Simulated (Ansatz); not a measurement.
Run report: NiSb, geometry relaxation (part 2 of 2)

The same run, continued: NiSb (P6₃/mmc, 4 atoms in the cell); DFT PBEsol, scalar-relativistic, plane waves, PAW, no spin polarisation (Ansatz 0.2.0); cutoff 420 eV, 12×12×8 k-mesh, Gaussian smearing of 0.1 eV. The structure derives from an entry of the Crystallography Open Database.

Geometry of the input (Å; fractional positions):
```
3.9400  0.0000  0.0000
-1.9700  3.4121  0.0000
0.0000  0.0000  5.1400
Ni 0.0000  0.0000  0.0000
Ni 0.0000  0.0000  0.5000
Sb 0.3333  0.6667  0.2500
Sb 0.6667  0.3333  0.7500
```

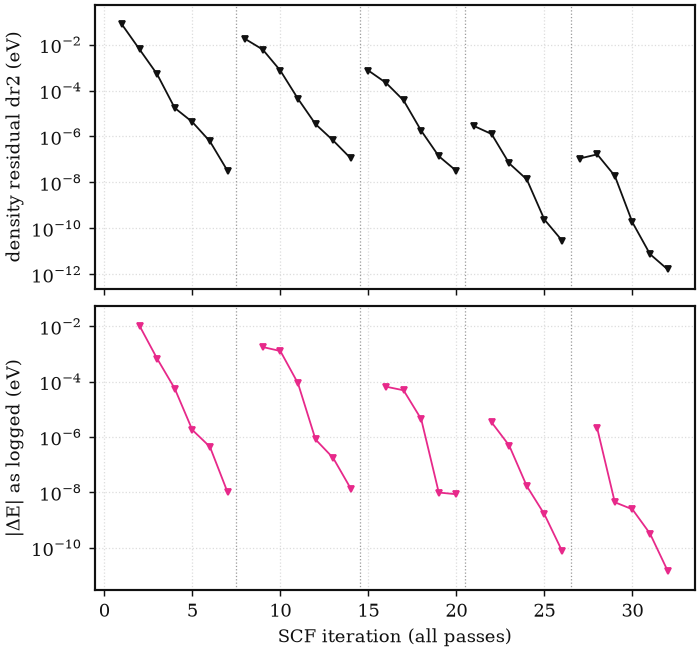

*Convergence of the self-consistent field: density residual dr2 and size of the energy change against the SCF iteration. The dotted lines part the SCF passes of the relaxation: geometry steps, rejected trials and re-solves on a re-selected basis.*

The 5 passes take 6 to 7 iterations each, 32 in all.

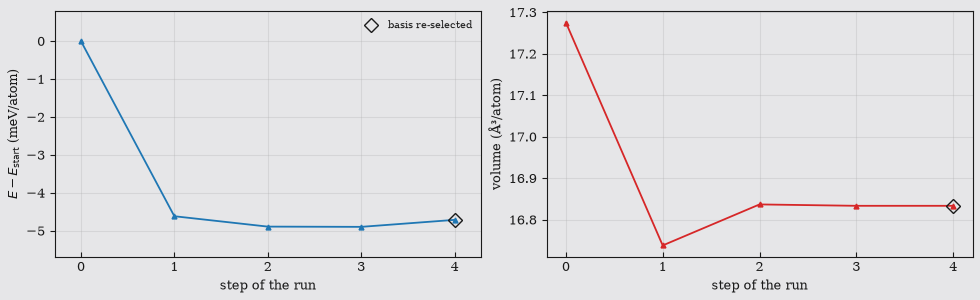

*Progress of the relaxation, step by step (the first geometry is step 0 here and step 1 in the log).*

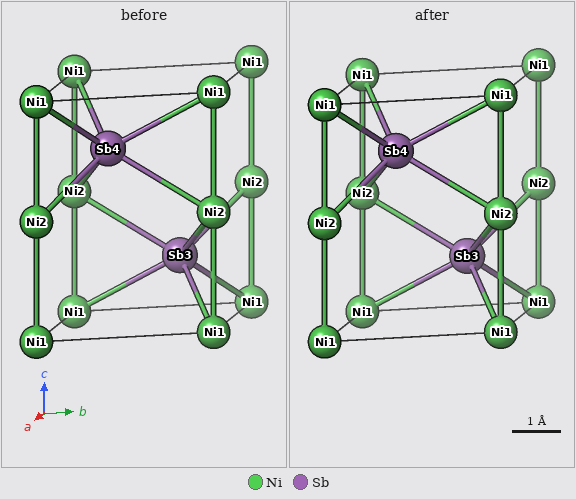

*Before (left) and after (right) the relaxation, at one scale (ball-and-stick view of the cell of the calculation, seen slightly off an axis).*

No atom moves by more than 0.005 Å relative to the cell. The volume changes by −2.6 %, with a = b 3.940 → 3.916 Å (−0.6 %), c 5.140 → 5.070 Å (−1.4 %). Among the contacts that change: Ni1–Ni2 2.570 → 2.535 Å, Ni1–Sb3 2.613 → 2.592 Å. The space group stays P6_3/mmc (No. 194). Over 3 geometry steps the energy falls by 4.9 meV per atom. All forces vanish by symmetry, so only the cell relaxes. The pressure goes from −3.17 to 0.01 GPa. A last SCF at the same geometry on a re-selected plane-wave basis shifts the energy by +0.2 meV per atom. (Atoms are counted from 1 in the order of the input.)

```
basis re-selected at this cell: Δ(F+E_penalty+E_count) = +7.369e-4 eV, ΔP = +0.009 GPa vs the last step (what re-selecting the basis moved, of the pressure what is left beyond the Pulay correction that the steps carried, after the strain that the cell walked since its last selection, with what the two solves' SCF thresholds leave and, on support functions, any second-order correction that the steps lacked; it is no measure of the basis error at this ecutwfc). This SCF's stress stands 1.03e-2 GPa from its target on what of the cell is left free (relax.cell.stress_tol is 5.00e-2 GPa) and its largest allowed force component is 2.78e-17 eV/Å (relax.f_tol is 5.00e-3 eV/Å): within both
SCF converged after 6 iterations
Free energy (F): -24427.361318 eV
Harris-Foulkes:  -24427.361318 eV  (|F-HF|=0.00e0)
Internal energy: -24427.352956 eV  (E = F + TS)
E sigma→0 (E₀):  -24427.357137 eV
Entropy (-TS):   -0.008362 eV (-2.090 meV/atom)
Fermi energy:    15.489382 eV
--- Per-component energies (eV) ---
  E_band       = -849.346616
  E_kinetic    = 990.902418
  E_local      = -11009.930933  (includes V_loc(G=0)·N_el)
  E_nonlocal   = 2013.053356
  E_hartree    = 4814.979849
  E_xc         = -446.638401
  E_vxc        = -415.713058  (∫ρ·V_xc dr)
  E_paw        = -12201.663883  (= ΣΔE_a)
  E_vpaw       = -2057.619104  (= ΣTr[D̂ρ^β])
  E_aug_tail   = 0.000919  (compensation charges beyond the density's cutoff)
  E_ewald      = -8589.114574
  E_core_change = 1.058292  (= ΣΔE_core)
  E_smearing   = -0.008362  (= −TS)
  E_closure    = 0.000000  (closes the sum)
  Σ components = -24427.361318   (vs F -24427.361318, Δ=0.00e0)
--- Forces (eV/Å), atoms counted from 1 ---
  atom   1  Ni     0.00000000     0.00000000    -0.00000000
  atom   2  Ni     0.00000000    -0.00000000     0.00000000
  atom   3  Sb    -0.00000000     0.00000000    -0.00000000
  atom   4  Sb     0.00000000    -0.00000000     0.00000000
  max |Σ_I F_I| component: 9.47e-30 eV/Å
--- Stress (GPa, compression-positive) ---
        0.010324      -0.000000       0.000000
       -0.000000       0.010324       0.000000
        0.000000       0.000000       0.004904
  P = ⅓ Tr σ = 0.0085 GPa (0.085 kbar)
--- Band table (eV; the first three rows and the last of 95) ---
  k-point 0: bands = ["-87.5547", "-87.5456", "-48.1412", "-48.1412", "-48.1319", "-48.1319", "-48.1238", "-48.0250", "-13.7296", "-13.7296", "-13.7074", "-13.6879", "-13.6696", "-13.6696", "-13.6695", "-13.6695", "-13.6636", "-13.6636", "2.2951", "7.0167", "9.1046", "11.4143", "11.4143", "12.1879", "12.8178", "12.8178", "13.3050", "13.3050", "14.1277", "14.1277", "15.4846", "16.0055", "16.0055", "17.9747", "17.9747", "18.5223", "19.5839", "20.8241", "21.9535", "21.9535"]
  k-point 1: bands = ["-87.5544", "-87.5459", "-48.1409", "-48.1409", "-48.1322", "-48.1322", "-48.1201", "-48.0287", "-13.7284", "-13.7284", "-13.7065", "-13.6885", "-13.6768", "-13.6768", "-13.6682", "-13.6682", "-13.6590", "-13.6590", "2.3867", "6.4287", "9.7818", "11.4690", "11.4690", "12.2453", "12.8540", "12.8540", "13.2114", "13.2114", "14.0139", "14.0139", "15.3977", "16.1988", "16.1988", "17.9678", "17.9678", "18.6874", "19.0996", "20.9623", "21.7570", "21.7570"]
  k-point 2: bands = ["-87.5534", "-87.5469", "-48.1398", "-48.1398", "-48.1333", "-48.1333", "-48.1094", "-48.0395", "-13.7247", "-13.7247", "-13.7042", "-13.6904", "-13.6877", "-13.6877", "-13.6648", "-13.6648", "-13.6552", "-13.6552", "2.6605", "5.4524", "10.9800", "11.6294", "11.6294", "12.3994", "12.9490", "12.9490", "12.9589", "12.9589", "13.7866", "13.7866", "15.2220", "16.6425", "16.6425", "17.9319", "17.9319", "18.0633", "19.1525", "21.1459", "21.3895", "21.3895"]
  k-point 94: bands = ["-87.5501", "-87.5501", "-48.1370", "-48.1370", "-48.1368", "-48.1368", "-48.0744", "-48.0744", "-13.7184", "-13.7184", "-13.7017", "-13.7017", "-13.6698", "-13.6698", "-13.6604", "-13.6604", "-13.6603", "-13.6603", "5.8128", "5.8128", "9.7321", "9.7321", "10.2401", "10.2401", "12.6391", "12.6391", "13.3421", "13.3421", "13.4184", "13.4184", "14.0184", "14.0184", "14.1647", "14.1647", "19.8545", "19.8545", "22.9772", "22.9772", "23.4127", "23.4127"]
--- Relaxed structure (4 steps of the walk, 4 accepted, 1 SCFs on fresh bases) ---
  F+E_penalty+E_count = -24427.36131787 eV   max|allowed force component| = 2.776e-17 eV/Å   (the final SCF, on the basis selected at the relaxed cell)
  cell:  # Å, volume = 67.3342 Å³
    - [3.9159379896664386, -3.852418004166888e-36, 0.0]
    - [-1.9579689948332193, 3.3913017786957003, 0.0]
    - [0.0, 0.0, 5.070295390049529]
  atoms:
    - { symbol: Ni, position: [-1.7262403319588158e-34, -2.2915457239040935e-34, 0.0] }
    - { symbol: Ni, position: [-2.0670266898638764e-34, -2.3621000502334045e-34, 0.5] }
    - { symbol: Sb, position: [0.33333333333333326, 0.6666666666666666, 0.25] }
    - { symbol: Sb, position: [0.6666666666666667, 0.3333333333333333, 0.7500000000000001] }
```

### Trajectory as extended XYZ (Å, eV, eV/Å), 5 frames, from step=1 to step=5
```
4
Lattice="3.9400 0.0000 0.0000 -1.9700 3.4121 0.0000 0.0000 0.0000 5.1400" Properties=species:S:1:pos:R:3:forces:R:3 step=1 energy=-24427.34247 pressure_GPa=-3.17
Ni    0.0000    0.0000    0.0000    0.0000   0.0000   0.0000
Ni    0.0000    0.0000    2.5700    0.0000   0.0000   0.0000
Sb    0.0000    2.2748    1.2850    0.0000   0.0000   0.0000
Sb    1.9700    1.1374    3.8550    0.0000   0.0000   0.0000
4
Lattice="3.9025 0.0000 0.0000 -1.9512 3.3796 0.0000 0.0000 0.0000 5.0764" Properties=species:S:1:pos:R:3:forces:R:3 step=2 energy=-24427.36093 pressure_GPa=0.75
Ni    0.0000    0.0000    0.0000    0.0000   0.0000   0.0000
Ni    0.0000    0.0000    2.5382    0.0000   0.0000   0.0000
Sb    0.0000    2.2531    1.2691    0.0000   0.0000   0.0000
Sb    1.9512    1.1265    3.8073    0.0000   0.0000   0.0000
4
Lattice="3.9149 0.0000 0.0000 -1.9574 3.3904 0.0000 0.0000 0.0000 5.0740" Properties=species:S:1:pos:R:3:forces:R:3 step=3 energy=-24427.36203 pressure_GPa=-0.03
Ni    0.0000    0.0000    0.0000    0.0000   0.0000   0.0000
Ni    0.0000    0.0000    2.5370    0.0000   0.0000   0.0000
Sb    0.0000    2.2603    1.2685    0.0000   0.0000   0.0000
Sb    1.9574    1.1301    3.8055    0.0000   0.0000   0.0000
4
Lattice="3.9159 0.0000 0.0000 -1.9580 3.3913 0.0000 0.0000 0.0000 5.0703" Properties=species:S:1:pos:R:3:forces:R:3 step=4 energy=-24427.36206 pressure_GPa=-0.00
Ni    0.0000    0.0000    0.0000    0.0000   0.0000   0.0000
Ni    0.0000    0.0000    2.5351    0.0000   0.0000   0.0000
Sb    0.0000    2.2609    1.2676    0.0000   0.0000   0.0000
Sb    1.9580    1.1304    3.8027    0.0000   0.0000   0.0000
4
Lattice="3.9159 0.0000 0.0000 -1.9580 3.3913 0.0000 0.0000 0.0000 5.0703" Properties=species:S:1:pos:R:3:forces:R:3 step=5 energy=-24427.36132 pressure_GPa=0.01
Ni    0.0000    0.0000    0.0000    0.0000   0.0000   0.0000
Ni    0.0000    0.0000    2.5351    0.0000   0.0000   0.0000
Sb    0.0000    2.2609    1.2676    0.0000   0.0000   0.0000
Sb    1.9580    1.1304    3.8027    0.0000   0.0000   0.0000
```
